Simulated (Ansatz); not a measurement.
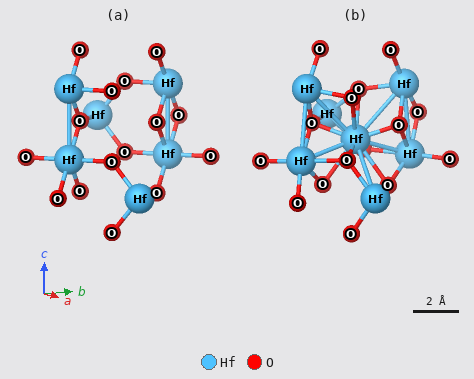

Left: perfect HfO2. Right: the same region with one point defect, after relaxing the atoms in a supercell of 48 sites. The picture is a ball-and-stick view of the atoms within 4.6 Å of one point, in a slice 4.2 Å thick across the line of sight, seen slightly off an axis.

Level of theory: DFT PBEsol, scalar-relativistic, plane waves, PAW (Ansatz 0.2.0). (plane-wave cutoff 420 eV; k-point mesh 2 × 2 × 2; occupations gaussian; smearing width 0.01 eV; mesh shifted by (0.5, 0.5, 0.5); collinear spin) The cell is small and the k-mesh coarse, so the numbers are rough. A uniform background neutralises the charged cell. The axes drawn are those of the host's conventional cell.

Q: Which defect is it?

A: An extra hafnium atom is put between the host's atoms (an interstitial).

The charge state of the cell is +1.

Q: What does the relaxation do around it?

A: The Hf atom starts with 4 O at 1.92 Å around its place and ends with 4 O at 2.12 Å. Of the host's atoms, an oxygen atom moves furthest from its site, by 0.44 Å.
